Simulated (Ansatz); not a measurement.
Geometry relaxation of Ti (part 2 of 2)

Ti (slab, 6 atoms in the cell); DFT, LDA, PAW with Ansatz's default frozen-core files, scalar-relativistic, no spin polarisation (Ansatz 0.2.0); cutoff 420 eV, 14×9×1 k-mesh, Fermi–Dirac smearing of 0.1 eV. It belongs to a series of runs on one base structure; here: atoms relaxed, PAW files.

Geometry of the input (Å; fractional positions):
```
2.8643  0.0000  0.0000
0.0000  4.5378  0.0000
0.0000  0.0000  21.7879
Ti 0.7500  0.7500  0.3672
Ti 0.2500  0.2500  0.4051
Ti 0.2500  0.7500  0.4810
Ti 0.7500  0.2500  0.5190
Ti 0.7500  0.7500  0.5949
Ti 0.2500  0.2500  0.6328
```

### Output, continued
```
SCF iter   1: F=—  HF=-14698.265037 eV  |F-HF|=—  |Δ(HF+E_count)|=         —  Δρ=6.65e-4  dr2=3.76e-3  ethr=9.46e-5  p=-0.000 e·Å  D=-9.92e-9 V/Å  ΔV_dip=0.00 eV  dr2_dipole=5.36e-14  V_vac-E_F(+/−)=4.12/4.12 eV  ⟨swp⟩=2.0  Hψ=3320  notcnv=0
efield: sawtooth ramp at fractional position 0.9500 (handed on by an earlier solve), width 0.1000; the density the first Hamiltonian is built on has a dipole p = -0.000 e·Å; the dipole correction subtracts the counter field D = -9.92e-9 V/Å, which shifts the + side's vacuum level by +0.00 eV against the − side's; the planar-averaged density in the ramp window peaks in size at 7.5e-6 e/Å³
preconditioner: auto → LDOS  [metal: Δε(μ)=0.007 eV  Ē_g=3.007 eV  σ=0.100 eV  W_gap=0.02  n_scr=36 (ndim 8)  ℏωp=10.8 eV  f_vac=0.573  D(μ)=9.49/eV (n_scr^D=60)  β→1.0]
SCF iter   2: F=—  HF=-14698.264839 eV  |F-HF|=—  |Δ(HF+E_count)|=   1.98e-4  Δρ=3.65e-4  dr2=8.43e-4  ethr=5.22e-6  p=-0.000 e·Å  D=-4.98e-8 V/Å  ΔV_dip=0.00 eV  dr2_dipole=2.84e-13  V_vac-E_F(+/−)=4.12/4.12 eV  ⟨swp⟩=2.0  Hψ=2816  notcnv=0
SCF iter   3: F=—  HF=-14698.264743 eV  |F-HF|=—  |Δ(HF+E_count)|=   9.57e-5  Δρ=9.35e-5  dr2=6.42e-5  ethr=1.17e-6  p=-0.000 e·Å  D=-2.91e-8 V/Å  ΔV_dip=0.00 eV  dr2_dipole=7.73e-16  V_vac-E_F(+/−)=4.12/4.12 eV  ⟨swp⟩=2.0  Hψ=2576  notcnv=0
SCF iter   4: F=—  HF=-14698.264709 eV  |F-HF|=—  |Δ(HF+E_count)|=   3.36e-5  Δρ=2.40e-5  dr2=3.39e-6  ethr=8.92e-8  p=-0.000 e·Å  D=-1.59e-8 V/Å  ΔV_dip=0.00 eV  dr2_dipole=6.64e-13  V_vac-E_F(+/−)=4.12/4.12 eV  ⟨swp⟩=3.0  Hψ=3768  notcnv=0
SCF iter   5: F=-14698.264710 eV  HF=-14698.264710 eV  |F-HF|=1.08e-7  |Δ(HF+E_count)|=   6.73e-7  Δρ=5.13e-6  dr2=1.09e-7  ethr=3.13e-10  p=-0.000 e·Å  D=-7.29e-9 V/Å  ΔV_dip=0.00 eV  dr2_dipole=2.46e-14  V_vac-E_F(+/−)=4.12/4.12 eV  ⟨swp⟩=6.3  Hψ=9053  notcnv=0
SCF 5 converged in 5 iterations: F = -14698.264710 eV  dr2 = 1.09e-7
relax step   5: F+E_penalty+E_count = -14698.26471001 eV  Δ(F+E_penalty+E_count) = -7.152e-4 eV  max|allowed force component| = 3.193e-2 eV/Å  Δτ_max = 0.0083 Å  (5 SCF iters, dr2 threshold 2.25e-7 eV, accepted)
SCF iter   1: F=—  HF=-14698.266137 eV  |F-HF|=—  |Δ(HF+E_count)|=         —  Δρ=1.10e-3  dr2=7.33e-3  ethr=2.63e-4  p=-0.000 e·Å  D=-7.29e-9 V/Å  ΔV_dip=0.00 eV  dr2_dipole=2.64e-14  V_vac-E_F(+/−)=4.12/4.12 eV  ⟨swp⟩=2.1  Hψ=3777  notcnv=0
efield: sawtooth ramp at fractional position 0.9500 (handed on by an earlier solve), width 0.1000; the density the first Hamiltonian is built on has a dipole p = -0.000 e·Å; the dipole correction subtracts the counter field D = -7.29e-9 V/Å, which shifts the + side's vacuum level by +0.00 eV against the − side's; the planar-averaged density in the ramp window peaks in size at 7.9e-6 e/Å³
preconditioner: auto → LDOS  [metal: Δε(μ)=0.010 eV  Ē_g=3.010 eV  σ=0.100 eV  W_gap=0.03  n_scr=36 (ndim 8)  ℏωp=10.8 eV  f_vac=0.572  D(μ)=9.45/eV (n_scr^D=60)  β→1.0]
SCF iter   2: F=—  HF=-14698.265496 eV  |F-HF|=—  |Δ(HF+E_count)|=   6.41e-4  Δρ=5.95e-4  dr2=1.67e-3  ethr=1.02e-5  p=-0.000 e·Å  D=-1.53e-8 V/Å  ΔV_dip=0.00 eV  dr2_dipole=3.44e-13  V_vac-E_F(+/−)=4.11/4.11 eV  ⟨swp⟩=2.0  Hψ=2898  notcnv=0
SCF iter   3: F=—  HF=-14698.265222 eV  |F-HF|=—  |Δ(HF+E_count)|=   2.74e-4  Δρ=1.38e-4  dr2=1.26e-4  ethr=2.32e-6  p=-0.000 e·Å  D=-1.93e-8 V/Å  ΔV_dip=0.00 eV  dr2_dipole=4.47e-14  V_vac-E_F(+/−)=4.11/4.11 eV  ⟨swp⟩=2.2  Hψ=2940  notcnv=0
SCF iter   4: F=—  HF=-14698.265188 eV  |F-HF|=—  |Δ(HF+E_count)|=   3.40e-5  Δρ=3.64e-5  dr2=5.32e-6  ethr=1.75e-7  p=-0.000 e·Å  D=-1.55e-8 V/Å  ΔV_dip=0.00 eV  dr2_dipole=1.63e-15  V_vac-E_F(+/−)=4.11/4.11 eV  ⟨swp⟩=2.8  Hψ=3569  notcnv=0
SCF iter   5: F=—  HF=-14698.265189 eV  |F-HF|=—  |Δ(HF+E_count)|=   1.17e-6  Δρ=8.89e-6  dr2=4.43e-7  ethr=7.39e-9  p=-0.000 e·Å  D=-1.06e-8 V/Å  ΔV_dip=0.00 eV  dr2_dipole=3.21e-15  V_vac-E_F(+/−)=4.11/4.11 eV  ⟨swp⟩=2.4  Hψ=3167  notcnv=0
SCF iter   6: F=-14698.265189 eV  HF=-14698.265189 eV  |F-HF|=1.39e-8  |Δ(HF+E_count)|=   3.38e-7  Δρ=3.06e-6  dr2=5.20e-8  ethr=4.01e-10  p=-0.000 e·Å  D=-6.46e-9 V/Å  ΔV_dip=0.00 eV  dr2_dipole=5.13e-16  V_vac-E_F(+/−)=4.11/4.11 eV  ⟨swp⟩=7.9  Hψ=7904  notcnv=0
SCF 6 converged in 6 iterations: F = -14698.265189 eV  dr2 = 5.20e-8
relax step   6: F+E_penalty+E_count = -14698.26518914 eV  Δ(F+E_penalty+E_count) = -4.791e-4 eV  max|allowed force component| = 3.276e-3 eV/Å  Δτ_max = 0.0167 Å  (6 SCF iters, dr2 threshold 2.88e-7 eV, accepted)
iter 1 solved again at ethr=7.21e-11 eV; its pass at ethr=3.10e-3 eV (dr2=5.19e-8 eV) is discarded
SCF iter   1: F=—  HF=-14698.265189 eV  |F-HF|=—  |Δ(HF+E_count)|=         —  Δρ=3.06e-6  dr2=5.18e-8  ethr=7.21e-11  p=-0.000 e·Å  D=-6.46e-9 V/Å  ΔV_dip=0.00 eV  dr2_dipole=4.71e-16  V_vac-E_F(+/−)=4.11/4.11 eV  ⟨swp⟩=1.9  Hψ=5231  notcnv=0
efield: sawtooth ramp at fractional position 0.9500 (handed on by an earlier solve), width 0.1000; the density the first Hamiltonian is built on has a dipole p = -0.000 e·Å; the dipole correction subtracts the counter field D = -6.46e-9 V/Å, which shifts the + side's vacuum level by +0.00 eV against the − side's; the planar-averaged density in the ramp window peaks in size at 7.9e-6 e/Å³
preconditioner: auto → LDOS  [metal: Δε(μ)=0.013 eV  Ē_g=3.010 eV  σ=0.100 eV  W_gap=0.03  n_scr=36 (ndim 8)  ℏωp=10.8 eV  f_vac=0.573  D(μ)=9.43/eV (n_scr^D=60)  β→1.0]
SCF iter   2: F=-14698.265189 eV  HF=-14698.265189 eV  |F-HF|=5.46e-9  |Δ(HF+E_count)|=   1.16e-8  Δρ=1.86e-6  dr2=1.21e-8  ethr=7.20e-11  p=-0.000 e·Å  D=-5.97e-9 V/Å  ΔV_dip=0.00 eV  dr2_dipole=5.24e-16  V_vac-E_F(+/−)=4.11/4.11 eV  ⟨swp⟩=4.2  Hψ=5708  notcnv=0
SCF 7 converged in 2 iterations: F = -14698.265189 eV  dr2 = 1.21e-8
relax step   7: F+E_penalty+E_count = -14698.26518916 eV  Δ(F+E_penalty+E_count) = -2.017e-8 eV  max|allowed force component| = 3.325e-3 eV/Å  Δτ_max = 0.0000 Å  (2 SCF iters, accepted)
```

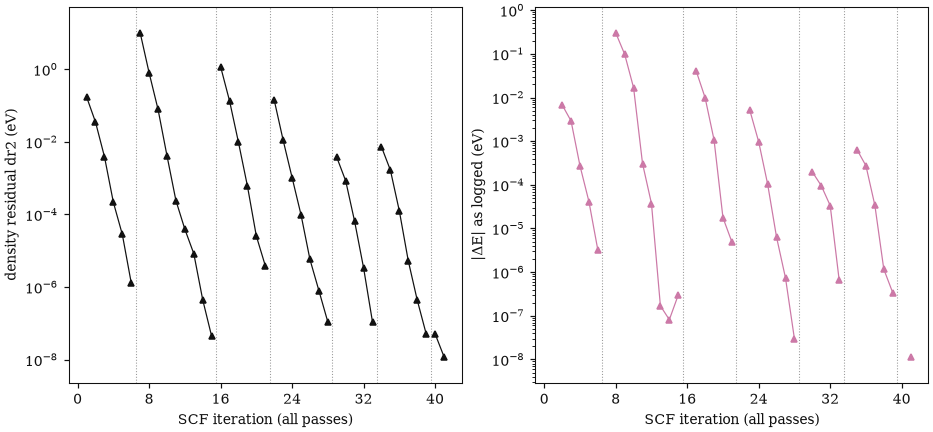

*Convergence of the self-consistent field: density residual dr2 and size of the energy change against the SCF iteration. The dotted lines part the SCF passes of the relaxation: geometry steps, rejected trials and re-solves on a re-selected basis.*

The 7 passes take 2 to 9 iterations each, 41 in all.

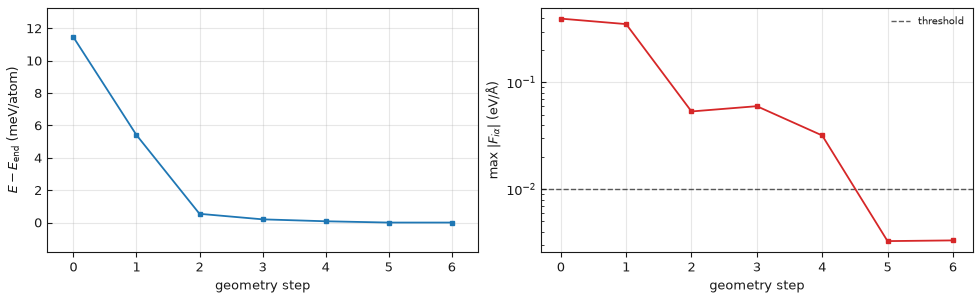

*Progress of the relaxation, step by step (the first geometry is step 0 here and step 1 in the log).*

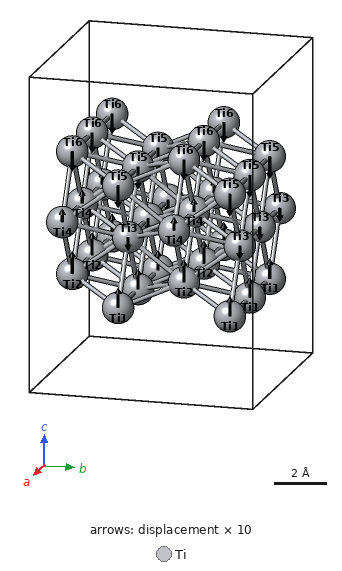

*The starting structure with the displacements as black arrows, magnified 10 times (ball-and-stick view of the 3 × 2 repeat of the cell, with the vacuum cut short, seen slightly off an axis).*

The largest moves, 0.093 Å, are those of Ti2 and Ti5. The cell stays as it was. Among the contacts that change: Ti1–Ti3 2.864 → 2.744 Å, Ti2–Ti3 2.808 → 2.722 Å, Ti3–Ti4 2.808 → 2.843 Å, Ti2–Ti4 2.864 → 2.832 Å. After 6 geometry steps the energy has fallen by 11.5 meV per atom. Largest force component: 0.4 eV/Å at the start, 0.0033 eV/Å at the end. (Atoms are counted from 1 in the order of the input.)

```
SCF converged after 2 iterations
Free energy (F): -14698.265189 eV
Harris-Foulkes:  -14698.265189 eV  (|F-HF|=5.46e-9)
Internal energy: -14697.952719 eV  (E = F + TS)
E sigma→0 (E₀):  -14698.108954 eV
Entropy (-TS):   -0.312470 eV (-52.078 meV/atom)
Fermi energy:    2.296037 eV
Dipole field:    D = 0.000000 V/Å  (p = 0.000000 e·Å, saw-weighted, corrected)
Work function:   Φ+ = 4.1065 eV   Φ− = 4.1065 eV
Levels:          The Fermi level and band energies are counted from a zero that moves with the ramp; work functions are not
--- Per-component energies (eV) ---
  E_band       = -1718.781984
  E_kinetic    = 1640.566993
  E_local      = -64652.725799  (includes V_loc(G=0)·N_el)
  E_nonlocal   = 77.709153
  E_hartree    = 31489.239929
  E_xc         = -578.170127
  E_vxc        = -727.510021  (∫ρ·V_xc dr)
  E_paw        = -5997.184571  (= ΣΔE_a)
  E_vpaw       = -1035.299031  (= ΣTr[D̂ρ^β])
  E_aug_tail   = 0.000629  (compensation charges beyond the density's cutoff)
  E_efield     = 0.000000  (sawtooth field / dipole correction)
  E_vefield    = 0.000000  (∫n·V_field dr)
  E_ewald      = 23320.655373
  E_core_change = 1.955702  (= ΣΔE_core)
  E_smearing   = -0.312470  (= −TS)
  E_closure    = 0.000000  (closes the sum)
  Σ components = -14698.265189   (vs F -14698.265189, Δ=0.00e0)
--- Forces (eV/Å), atoms counted from 1 ---
  atom   1  Ti     0.00000000     0.00000000    -0.00332402
  atom   2  Ti     0.00000000     0.00000000    -0.00037597
  atom   3  Ti    -0.00000000     0.00000000     0.00041803
  atom   4  Ti     0.00000000    -0.00000000    -0.00041867
  atom   5  Ti    -0.00000000    -0.00000000     0.00037602
  atom   6  Ti    -0.00000000    -0.00000000     0.00332461
  max |Σ_I F_I| component: 9.18e-9 eV/Å
--- Stress (GPa, compression-positive) ---
       -1.975742       0.000000       0.000000
        0.000000      -1.091933      -0.000000
        0.000000      -0.000000       0.010997
  P = ⅓ Tr σ = -1.0189 GPa (-10.189 kbar)
--- Band table (eV; the first three rows and the last of 40) ---
  k-point 0: bands = ["-53.9548", "-53.9481", "-53.7136", "-53.6437", "-53.5859", "-53.5500", "-30.8156", "-30.7606", "-30.7382", "-30.7278", "-30.4792", "-30.3852", "-30.2783", "-30.2638", "-30.2416", "-30.1569", "-30.0810", "-30.0419", "-30.0177", "-29.9910", "-29.9627", "-29.9421", "-29.8647", "-29.8551", "-3.4145", "-2.0374", "-0.6452", "-0.1555", "0.0794", "0.5549", "0.7151", "1.6998", "1.8217", "1.9359", "2.2630", "2.4271", "2.8128", "2.8660", "2.8798", "3.2728", "3.2995", "3.3624", "3.3715", "3.4910", "3.4914", "3.6399", "3.7707", "3.8585", "3.9910", "4.2941", "4.4341", "4.6200"]
  k-point 1: bands = ["-53.9527", "-53.9465", "-53.7109", "-53.6450", "-53.5875", "-53.5538", "-30.8066", "-30.7691", "-30.7519", "-30.6858", "-30.5078", "-30.3419", "-30.3183", "-30.2590", "-30.2378", "-30.1293", "-30.0741", "-30.0427", "-30.0253", "-30.0222", "-29.9623", "-29.9251", "-29.8871", "-29.8594", "-3.3063", "-1.9508", "-0.6518", "-0.1714", "0.0977", "0.4905", "0.8333", "1.5658", "1.7350", "1.8638", "2.3768", "2.4335", "2.8395", "2.9306", "3.0332", "3.0835", "3.2338", "3.2622", "3.3512", "3.4028", "3.5730", "3.6605", "3.8003", "3.8767", "4.0813", "4.4075", "4.4219", "4.5849"]
  k-point 2: bands = ["-53.9471", "-53.9423", "-53.7031", "-53.6489", "-53.5915", "-53.5642", "-30.8074", "-30.7936", "-30.6973", "-30.6322", "-30.5416", "-30.3840", "-30.2753", "-30.2455", "-30.2273", "-30.1065", "-30.0789", "-30.0520", "-30.0468", "-30.0345", "-29.9588", "-29.9434", "-29.9145", "-29.8713", "-2.9904", "-1.6994", "-0.6461", "-0.2815", "0.1144", "0.3679", "1.0539", "1.3403", "1.4746", "1.9550", "2.4196", "2.5570", "2.7565", "2.8714", "2.9669", "3.0833", "3.1376", "3.1651", "3.2340", "3.5247", "3.5697", "3.6967", "3.7475", "3.7853", "4.1868", "4.4266", "4.5845", "4.6530"]
  k-point 39: bands = ["-53.8781", "-53.8781", "-53.6067", "-53.6067", "-53.5592", "-53.5592", "-30.7938", "-30.7938", "-30.7180", "-30.7180", "-30.6828", "-30.6828", "-30.5028", "-30.5028", "-30.2728", "-30.2728", "-30.1692", "-30.1692", "-30.1286", "-30.1286", "-30.0229", "-30.0229", "-29.9930", "-29.9930", "-0.2437", "-0.2437", "0.0059", "0.0059", "0.5472", "0.5472", "1.3789", "1.3789", "1.5061", "1.5061", "1.9564", "1.9564", "2.6406", "2.6406", "2.9557", "2.9557", "3.4872", "3.4872", "3.8635", "3.8635", "4.3675", "4.3675", "4.6314", "4.6314", "4.9248", "4.9248", "5.3833", "5.3833"]
--- Relaxed structure (7 steps of the walk, 7 accepted, 0 SCFs on fresh bases) ---
  F+E_penalty+E_count = -14698.26518916 eV   max|allowed force component| = 3.325e-3 eV/Å
  atoms:
    - { symbol: Ti, position: [0.7499999999999999, 0.7499999999999999, 0.37099716675821204] }
    - { symbol: Ti, position: [0.24999999999999997, 0.25, 0.4094118821370268] }
    - { symbol: Ti, position: [0.24999999999999997, 0.7499999999999999, 0.4784473556260842] }
    - { symbol: Ti, position: [0.7499999999999999, 0.25, 0.5215526484975844] }
    - { symbol: Ti, position: [0.7499999999999999, 0.7499999999999999, 0.5905881167887831] }
    - { symbol: Ti, position: [0.24999999999999997, 0.25, 0.6290028301923093] }
```

### Trajectory as extended XYZ (Å, eV, eV/Å), 7 frames, from step=1 to step=7
```
6
Lattice="2.8643 0.0000 0.0000 0.0000 4.5378 0.0000 0.0000 0.0000 21.7879" Properties=species:S:1:pos:R:3:forces:R:3 step=1 energy=-14698.19644
Ti    2.1482    3.4033    8.0000    0.0000   0.0000   0.3962
Ti    0.7161    1.1344    8.8268    0.0000   0.0000   0.1971
Ti    0.7161    3.4033   10.4805    0.0000   0.0000  -0.2359
Ti    2.1482    1.1344   11.3074    0.0000   0.0000   0.2359
Ti    2.1482    3.4033   12.9611    0.0000   0.0000  -0.1971
Ti    0.7161    1.1344   13.7879    0.0000   0.0000  -0.3962
6
Lattice="2.8643 0.0000 0.0000 0.0000 4.5378 0.0000 0.0000 0.0000 21.7879" Properties=species:S:1:pos:R:3:forces:R:3 step=2 energy=-14698.23273
Ti    2.1482    3.4033    8.1949    0.0000   0.0000  -0.3520
Ti    0.7161    1.1344    8.9317    0.0000   0.0000  -0.0547
Ti    0.7161    3.4033   10.4790    0.0000   0.0000   0.1388
Ti    2.1482    1.1344   11.3089    0.0000   0.0000  -0.1388
Ti    2.1482    3.4033   12.8562    0.0000   0.0000   0.0547
Ti    0.7161    1.1344   13.5930    0.0000   0.0000   0.3520
6
Lattice="2.8643 0.0000 0.0000 0.0000 4.5378 0.0000 0.0000 0.0000 21.7879" Properties=species:S:1:pos:R:3:forces:R:3 step=3 energy=-14698.26195
Ti    2.1482    3.4033    8.1226    0.0000   0.0000  -0.0536
Ti    0.7161    1.1344    8.9072    0.0000   0.0000   0.0050
Ti    0.7161    3.4033   10.4698    0.0000   0.0000  -0.0231
Ti    2.1482    1.1344   11.3181    0.0000   0.0000   0.0231
Ti    2.1482    3.4033   12.8807    0.0000   0.0000  -0.0050
Ti    0.7161    1.1344   13.6653    0.0000   0.0000   0.0536
6
Lattice="2.8643 0.0000 0.0000 0.0000 4.5378 0.0000 0.0000 0.0000 21.7879" Properties=species:S:1:pos:R:3:forces:R:3 step=4 energy=-14698.26399
Ti    2.1482    3.4033    8.0893    0.0000   0.0000   0.0424
Ti    0.7161    1.1344    8.9104    0.0000   0.0000  -0.0062
Ti    0.7161    3.4033   10.4494    0.0000   0.0000  -0.0600
Ti    2.1482    1.1344   11.3385    0.0000   0.0000   0.0600
Ti    2.1482    3.4033   12.8775    0.0000   0.0000   0.0062
Ti    0.7161    1.1344   13.6985    0.0000   0.0000  -0.0424
6
Lattice="2.8643 0.0000 0.0000 0.0000 4.5378 0.0000 0.0000 0.0000 21.7879" Properties=species:S:1:pos:R:3:forces:R:3 step=5 energy=-14698.26471
Ti    2.1482    3.4033    8.0886    0.0000   0.0000   0.0193
Ti    0.7161    1.1344    8.9123    0.0000   0.0000   0.0052
Ti    0.7161    3.4033   10.4410    0.0000   0.0000  -0.0319
Ti    2.1482    1.1344   11.3469    0.0000   0.0000   0.0319
Ti    2.1482    3.4033   12.8756    0.0000   0.0000  -0.0052
Ti    0.7161    1.1344   13.6993    0.0000   0.0000  -0.0193
6
Lattice="2.8643 0.0000 0.0000 0.0000 4.5378 0.0000 0.0000 0.0000 21.7879" Properties=species:S:1:pos:R:3:forces:R:3 step=6 energy=-14698.26519
Ti    2.1482    3.4033    8.0832    0.0000   0.0000  -0.0033
Ti    0.7161    1.1344    8.9202    0.0000   0.0000  -0.0003
Ti    0.7161    3.4033   10.4244    0.0000   0.0000   0.0004
Ti    2.1482    1.1344   11.3635    0.0000   0.0000  -0.0004
Ti    2.1482    3.4033   12.8677    0.0000   0.0000   0.0003
Ti    0.7161    1.1344   13.7047    0.0000   0.0000   0.0033
6
Lattice="2.8643 0.0000 0.0000 0.0000 4.5378 0.0000 0.0000 0.0000 21.7879" Properties=species:S:1:pos:R:3:forces:R:3 step=7 energy=-14698.26519
Ti    2.1482    3.4033    8.0832    0.0000   0.0000  -0.0033
Ti    0.7161    1.1344    8.9202    0.0000   0.0000  -0.0004
Ti    0.7161    3.4033   10.4244    0.0000   0.0000   0.0004
Ti    2.1482    1.1344   11.3635    0.0000   0.0000  -0.0004
Ti    2.1482    3.4033   12.8677    0.0000   0.0000   0.0004
Ti    0.7161    1.1344   13.7047    0.0000   0.0000   0.0033
```

### Key numbers

```csv
quantity,value
outcome,converged
electrons treated,72
free energy,−14698.2652 eV
Fermi energy,2.296 eV
final volume,283.19 Å³
largest force (length of the vector) at the end,0.003 eV/Å
hardware,"2 threads of Arm Neoverse V1, 24 GiB of memory available, shared host"
wall time,3.7 min (CPU time 7.4 min)
peak memory,0.74 GiB
```

### Remarks

Notes on the run: the SCF threshold is looser than advised for the printed stress.
